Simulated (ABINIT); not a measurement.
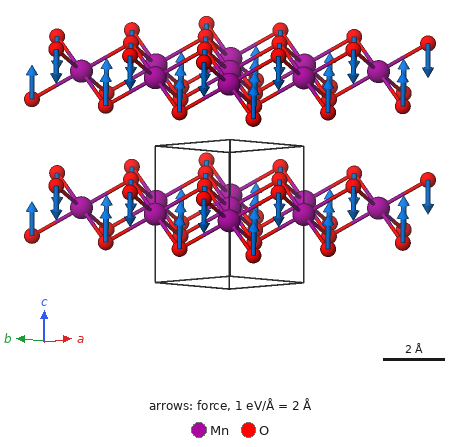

Starting geometry of solid MnO2 (set up in P-3m1) with the computed forces as blue arrows. A ball-and-stick model of the cell of the calculation, repeated 2 × 2 × 2 with one cell outlined, seen from a free direction.

The run lets cell and atoms move.

The calculation used Kohn-Sham DFT of a periodic cell, LDA, PseudoDojo NC SR LDA v0.4.1 standard (ABINIT 10.8.3).

Input file:
```
# Pseudopotentials
pp_dirpath "./"
pseudos "Mn.upf, O.upf"

# Structure
acell 2.8565781804 2.8565781805 4.6013740589 Angstrom
rprim
     1.0000000000     0.0000000000     0.0000000000
    -0.5000000000     0.8660254038     0.0000000000
     0.0000000000     0.0000000000     1.0000000000
ntypat 2
znucl 25 8
natom 3
typat 1 2 2
chkprim 0
chksymtnons 0
tolsym 1.0e-6
xred
            0.0            0.0            1/2
            1/3            2/3   0.7062925700
            2/3            1/3   0.2937074300

# Plane-wave basis
ecut 48.0
ecutsm 0.5

# k points
kptopt 1
ngkpt 8 8 4
nshiftk 1
shiftk 0.0 0.0 0.0

# Exchange and correlation
ixc 7

# Bands and occupations
nband 19
occopt 3
tsmear 0.05 eV

# Spin
nsppol 2
spinat
     0.0000000000     0.0000000000     4.0000000000
     0.0000000000     0.0000000000     0.0000000000
     0.0000000000     0.0000000000     0.0000000000

# SCF cycle
nstep 80
tolvrs 1.0e-12

# Output
iomode 3
prteig 0
prtebands 0
prtwf 0
prtden 0

# Relaxation
ionmov 2
optcell 2
ntime 50
tolmxf 2.0e-5
dilatmx 1.08
```

Run as
```bash
mpirun --bind-to none -np 4 abinit run.abi > log 2>&1
```

**Is this structure relaxed? If not, where do the atoms go?**

It isn't relaxed: the largest force vector, on O atoms, is 0.59 eV/Å. Measured relative to the changing cell, the final displacements run against the starting forces (cosine between the two patterns −1.00). The largest moves relative to the cell, 0.035 Å, are those of O atoms. Mn stays in place. The drawn cell changes as follows: a = b 2.857 → 2.816 Å (−1.4 %), c 4.601 → 4.372 Å (−5.0 %); the volume changes by −7.7 %. Some distances before and after: Mn–O 1.903 → 1.876 Å. The space group stays P-3m1 (No. 164). The energy falls by 14.9 meV per atom in 10 geometry steps. The largest force component goes from 0.59 to 0.00036 eV/Å. The pressure goes from −8.98 to 0.00 GPa. The run took 10 min on 4 threads of Intel(R) Xeon(R) Platinum 8375C CPU @ 2.90GHz (Ice Lake) (shared host), peak memory 0.48 GiB.

Limits of the set-up: layers or molecules are held without a dispersion correction, so their spacing is unreliable; only the magnetic order of this start and cell was tried (total moment 3.0 μB per cell).
